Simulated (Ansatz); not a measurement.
Geometry relaxation, with input and output: Al (part 2 of 2)

The same run, continued: Al (slab, 5 atoms in the cell); DFT, LDA, PAW with Ansatz's default frozen-core files, scalar-relativistic, no spin polarisation (Ansatz 0.2.0); cutoff 420 eV, 14×10×1 k-mesh, Fermi–Dirac smearing of 0.08 eV. It belongs to a series of runs on one base structure; here: atoms relaxed, PAW files.

Geometry of the input (Å; fractional positions):
```
2.8165  0.0000  0.0000
0.0000  3.9832  0.0000
0.0000  0.0000  21.6331
Al 0.0000  0.0000  0.3698
Al 0.5000  0.5000  0.4349
Al 0.0000  0.0000  0.5000
Al 0.5000  0.5000  0.5651
Al 0.0000  0.0000  0.6302
```

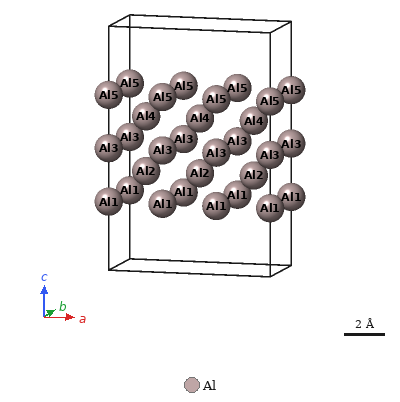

*The geometry at step 2 of the log (spheres-only view of the 3 × 1 repeat of the cell, with the vacuum cut short, seen slightly off an axis; atoms are numbered from 1 in the order of the input).*

Log, continued
```
SCF iter   1: F=—  HF=-2562.823850 eV  |F-HF|=—  |Δ(HF+E_count)|=         —  Δρ=3.96e-4  dr2=3.24e-3  ethr=9.49e-5  p=-0.000 e·Å  D=-1.50e-9 V/Å  ΔV_dip=0.00 eV  dr2_dipole=1.81e-14  V_vac-E_F(+/−)=4.13/4.13 eV  ⟨swp⟩=2.0  Hψ=2016  notcnv=0
efield: sawtooth ramp at fractional position 0.9500 (handed on by an earlier solve), width 0.1000; the density the first Hamiltonian is built on has a dipole p = -0.000 e·Å; the dipole correction subtracts the counter field D = -1.50e-9 V/Å, which shifts the + side's vacuum level by +0.00 eV against the − side's; the planar-averaged density in the ramp window peaks in size at 5.0e-7 e/Å³
preconditioner: auto → LDOS  [metal: Δε(μ)=0.036 eV  Ē_g=6.430 eV  σ=0.080 eV  W_gap=0.11  n_scr=20 (ndim 8)  ℏωp=9.2 eV  f_vac=0.527  D(μ)=1.55/eV (n_scr^D=6)  β→1.0]
SCF iter   2: F=—  HF=-2562.823523 eV  |F-HF|=—  |Δ(HF+E_count)|=   3.27e-4  Δρ=2.33e-4  dr2=1.24e-3  ethr=2.16e-5  p=0.000 e·Å  D=8.11e-8 V/Å  ΔV_dip=-0.00 eV  dr2_dipole=5.51e-14  V_vac-E_F(+/−)=4.15/4.15 eV  ⟨swp⟩=2.0  Hψ=1188  notcnv=0
SCF iter   3: F=—  HF=-2562.823376 eV  |F-HF|=—  |Δ(HF+E_count)|=   1.47e-4  Δρ=2.98e-5  dr2=8.04e-6  ethr=8.26e-6  p=0.000 e·Å  D=5.96e-10 V/Å  ΔV_dip=-0.00 eV  dr2_dipole=1.55e-13  V_vac-E_F(+/−)=4.13/4.13 eV  ⟨swp⟩=1.9  Hψ=747  notcnv=0
SCF iter   4: F=—  HF=-2562.823384 eV  |F-HF|=—  |Δ(HF+E_count)|=   7.83e-6  Δρ=7.85e-6  dr2=1.00e-6  ethr=5.36e-8  p=0.000 e·Å  D=6.51e-9 V/Å  ΔV_dip=-0.00 eV  dr2_dipole=2.34e-13  V_vac-E_F(+/−)=4.13/4.13 eV  ⟨swp⟩=2.2  Hψ=1053  notcnv=0
SCF iter   5: F=-2562.823384 eV  HF=-2562.823384 eV  |F-HF|=9.35e-9  |Δ(HF+E_count)|=   6.13e-8  Δρ=2.03e-6  dr2=1.84e-8  ethr=1.28e-9  p=0.000 e·Å  D=8.10e-9 V/Å  ΔV_dip=-0.00 eV  dr2_dipole=4.48e-14  V_vac-E_F(+/−)=4.13/4.13 eV  ⟨swp⟩=8.4  Hψ=3582  notcnv=0
SCF 3 converged in 5 iterations: F = -2562.823384 eV  dr2 = 1.84e-8
  greatest PAW one-centre occupation: 0.491 electrons in one spin orbital (limit 2), on the Al atom at site 4 (counted from 0), in its partial waves of l = 0
relax step   3: F+E_penalty+E_count = -2562.82338404 eV  Δ(F+E_penalty+E_count) = -1.430e-3 eV  max|allowed force component| = 2.654e-3 eV/Å  Δτ_max = 0.0157 Å  (5 SCF iters, dr2 threshold 1.92e-7 eV, accepted)
iter 1 solved again at ethr=1.23e-10 eV; its pass at ethr=3.10e-3 eV (dr2=1.85e-8 eV) is discarded
SCF iter   1: F=—  HF=-2562.823384 eV  |F-HF|=—  |Δ(HF+E_count)|=         —  Δρ=2.03e-6  dr2=1.85e-8  ethr=1.23e-10  p=0.000 e·Å  D=8.10e-9 V/Å  ΔV_dip=-0.00 eV  dr2_dipole=4.49e-14  V_vac-E_F(+/−)=4.13/4.13 eV  ⟨swp⟩=1.1  Hψ=2406  notcnv=0
efield: sawtooth ramp at fractional position 0.9500 (handed on by an earlier solve), width 0.1000; the density the first Hamiltonian is built on has a dipole p = 0.000 e·Å; the dipole correction subtracts the counter field D = 8.10e-9 V/Å, which shifts the + side's vacuum level by -0.00 eV against the − side's; the planar-averaged density in the ramp window peaks in size at 4.3e-7 e/Å³
preconditioner: auto → LDOS  [metal: Δε(μ)=0.034 eV  Ē_g=6.434 eV  σ=0.080 eV  W_gap=0.10  n_scr=20 (ndim 8)  ℏωp=9.2 eV  f_vac=0.527  D(μ)=1.56/eV (n_scr^D=6)  β→1.0]
SCF iter   2: F=-2562.823384 eV  HF=-2562.823384 eV  |F-HF|=1.98e-9  |Δ(HF+E_count)|=   1.34e-8  Δρ=1.14e-6  dr2=9.83e-9  ethr=1.23e-10  p=-0.000 e·Å  D=-3.41e-9 V/Å  ΔV_dip=0.00 eV  dr2_dipole=9.11e-15  V_vac-E_F(+/−)=4.13/4.13 eV  ⟨swp⟩=4.9  Hψ=2195  notcnv=0
SCF 4 converged in 2 iterations: F = -2562.823384 eV  dr2 = 9.83e-9
  greatest PAW one-centre occupation: 0.491 electrons in one spin orbital (limit 2), on the Al atom at site 0 (counted from 0), in its partial waves of l = 0
relax step   4: F+E_penalty+E_count = -2562.82338404 eV  Δ(F+E_penalty+E_count) = -2.076e-9 eV  max|allowed force component| = 2.584e-3 eV/Å  Δτ_max = 0.0000 Å  (2 SCF iters, accepted)
```

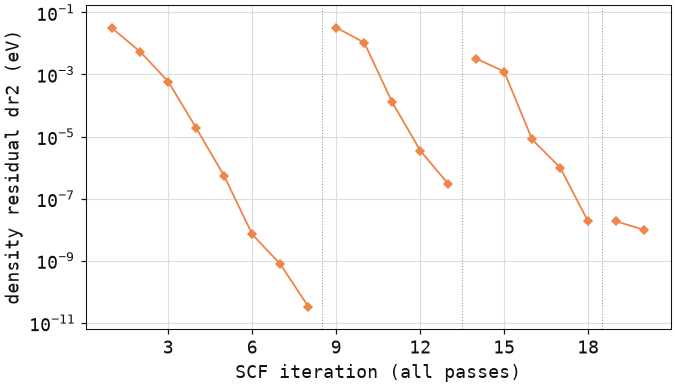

*Convergence of the self-consistent field: density residual dr2 against the SCF iteration. The dotted lines part the SCF passes of the relaxation: geometry steps, rejected trials and re-solves on a re-selected basis.*

The passes take 8, 5, 5 and 2 iterations.

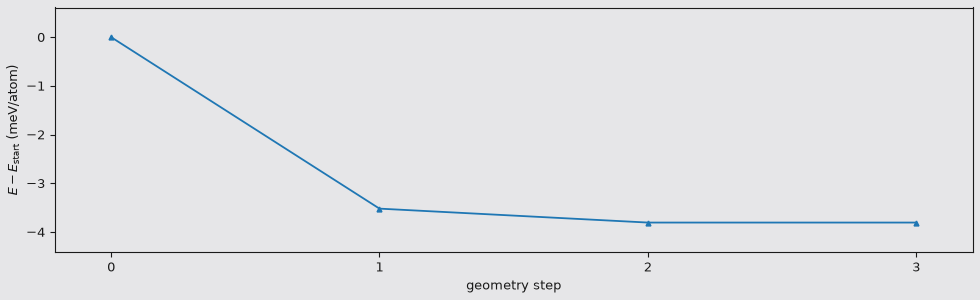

*Progress of the relaxation, step by step (the first geometry is step 0 here and step 1 in the log).*

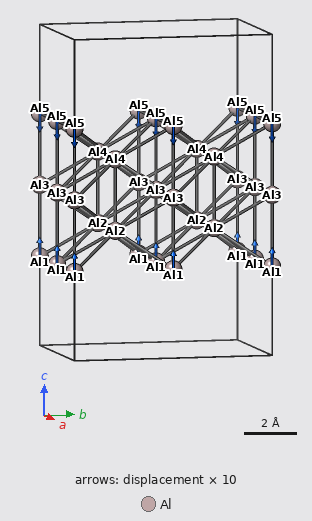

*The starting structure with the displacements as blue arrows, magnified 10 times (ball-and-stick view of the 2 × 2 repeat of the cell, with the vacuum cut short, seen slightly off an axis).*

Over 3 geometry steps the energy falls by 3.8 meV per atom. The largest force component goes from 0.24 to 0.0026 eV/Å. The largest moves, 0.078 Å, are those of Al1 and Al5. The cell stays as it was. Among the contacts that change: Al1–Al3 2.817 → 2.739 Å, Al1–Al2 2.817 → 2.778 Å. (Atoms are counted from 1 in the order of the input.)

```
SCF converged after 2 iterations
Free energy (F): -2562.823384 eV
Harris-Foulkes:  -2562.823384 eV  (|F-HF|=1.98e-9)
Internal energy: -2562.787992 eV  (E = F + TS)
E sigma→0 (E₀):  -2562.805688 eV
Entropy (-TS):   -0.035392 eV (-7.078 meV/atom)
Fermi energy:    -0.029090 eV
Dipole field:    D = 0.000000 V/Å  (p = 0.000000 e·Å, saw-weighted, corrected)
Work function:   Φ+ = 4.1288 eV   Φ− = 4.1288 eV
Levels:          The Fermi level and band energies are counted from a zero that moves with the ramp; work functions are not
--- Per-component energies (eV) ---
  E_band       = -64.064372
  E_kinetic    = 111.182032
  E_local      = -2932.804236  (includes V_loc(G=0)·N_el)
  E_nonlocal   = 56.122749
  E_hartree    = 1432.288074
  E_xc         = -194.085998
  E_vxc        = -143.040093  (∫ρ·V_xc dr)
  E_paw        = -2216.427249  (= ΣΔE_a)
  E_vpaw       = -20.099530  (= ΣTr[D̂ρ^β])
  E_aug_tail   = -0.000019  (compensation charges beyond the density's cutoff)
  E_efield     = 0.000000  (sawtooth field / dipole correction)
  E_vefield    = 0.000000  (∫n·V_field dr)
  E_ewald      = 1180.658073
  E_core_change = 0.278583  (= ΣΔE_core)
  E_smearing   = -0.035392  (= −TS)
  E_closure    = 0.000000  (closes the sum)
  Σ components = -2562.823384   (vs F -2562.823384, Δ=0.00e0)
--- Forces (eV/Å), atoms counted from 1 ---
  atom   1  Al     0.00000000    -0.00000000    -0.00258357
  atom   2  Al     0.00000000    -0.00000000    -0.00218686
  atom   3  Al     0.00000000    -0.00000000    -0.00000002
  atom   4  Al     0.00000000     0.00000000     0.00218681
  atom   5  Al     0.00000000     0.00000000     0.00258360
  max |Σ_I F_I| component: 4.83e-8 eV/Å
--- Stress (GPa, compression-positive) ---
       -1.026714       0.000000      -0.000000
        0.000000      -0.626663      -0.000000
       -0.000000      -0.000000       0.013272
  P = ⅓ Tr σ = -0.5467 GPa (-5.467 kbar)
--- Band table (eV; the first three rows and the last of 48) ---
  k-point 0: bands = ["-10.9520", "-9.1737", "-6.4211", "-3.5067", "-2.6074", "-1.1319", "-0.9697", "-0.7814", "0.6634", "1.7493", "2.0714", "3.4038", "3.9338"]
  k-point 1: bands = ["-10.8596", "-9.0834", "-6.3379", "-3.6912", "-3.4451", "-1.9571", "-0.7772", "0.1112", "0.9375", "1.7146", "2.2395", "3.6971", "3.8553"]
  k-point 2: bands = ["-10.5829", "-8.8135", "-6.1082", "-5.1048", "-3.5832", "-2.9828", "-1.0872", "0.1495", "2.0331", "2.0683", "2.8122", "3.7648", "4.0044"]
  k-point 47: bands = ["-4.3824", "-4.2749", "-4.2171", "-3.8140", "-2.8288", "-2.7992", "-2.6313", "-1.4079", "-0.7722", "0.4920", "0.6537", "0.8243", "1.9589"]
--- Relaxed structure (4 steps of the walk, 4 accepted, 0 SCFs on fresh bases) ---
  F+E_penalty+E_count = -2562.82338404 eV   max|allowed force component| = 2.584e-3 eV/Å
  atoms:
    - { symbol: Al, position: [0.0, 1.084006042403869e-18, 0.37339998716700634] }
    - { symbol: Al, position: [0.5, 0.49999999999999994, 0.43490240408487313] }
    - { symbol: Al, position: [0.0, -6.531637948591687e-27, 0.4999999999783354] }
    - { symbol: Al, position: [0.5, 0.49999999999999994, 0.5650975958876485] }
    - { symbol: Al, position: [0.0, -1.0840060275878496e-18, 0.6266000128821368] }
```

Trajectory as extended XYZ (Å, eV, eV/Å), 4 frames, from step=1 to step=4
```
5
Lattice="2.8165 0.0000 0.0000 0.0000 3.9832 0.0000 0.0000 0.0000 21.6331" Properties=species:S:1:pos:R:3:forces:R:3 step=1 energy=-2562.80435
Al    0.0000    0.0000    8.0000    0.0000   0.0000   0.2395
Al    1.4083    1.9916    9.4083    0.0000   0.0000  -0.0753
Al    0.0000    0.0000   10.8165    0.0000   0.0000   0.0000
Al    1.4083    1.9916   12.2248    0.0000   0.0000   0.0753
Al    0.0000    0.0000   13.6331    0.0000   0.0000  -0.2395
5
Lattice="2.8165 0.0000 0.0000 0.0000 3.9832 0.0000 0.0000 0.0000 21.6331" Properties=species:S:1:pos:R:3:forces:R:3 step=2 energy=-2562.82195
Al    0.0000    0.0000    8.0935    0.0000   0.0000  -0.0454
Al    1.4083    1.9916    9.4203    0.0000   0.0000  -0.0554
Al    0.0000    0.0000   10.8165    0.0000   0.0000   0.0000
Al    1.4083    1.9916   12.2128    0.0000   0.0000   0.0554
Al    0.0000    0.0000   13.5396    0.0000   0.0000   0.0454
5
Lattice="2.8165 0.0000 0.0000 0.0000 3.9832 0.0000 0.0000 0.0000 21.6331" Properties=species:S:1:pos:R:3:forces:R:3 step=3 energy=-2562.82338
Al    0.0000    0.0000    8.0778    0.0000   0.0000  -0.0027
Al    1.4083    1.9916    9.4083    0.0000   0.0000  -0.0021
Al    0.0000    0.0000   10.8165    0.0000   0.0000   0.0000
Al    1.4083    1.9916   12.2248    0.0000   0.0000   0.0021
Al    0.0000    0.0000   13.5553    0.0000   0.0000   0.0027
5
Lattice="2.8165 0.0000 0.0000 0.0000 3.9832 0.0000 0.0000 0.0000 21.6331" Properties=species:S:1:pos:R:3:forces:R:3 step=4 energy=-2562.82338
Al    0.0000    0.0000    8.0778    0.0000   0.0000  -0.0026
Al    1.4083    1.9916    9.4083    0.0000   0.0000  -0.0022
Al    0.0000    0.0000   10.8165    0.0000   0.0000   0.0000
Al    1.4083    1.9916   12.2248    0.0000   0.0000   0.0022
Al    0.0000    0.0000   13.5553    0.0000   0.0000   0.0026
```
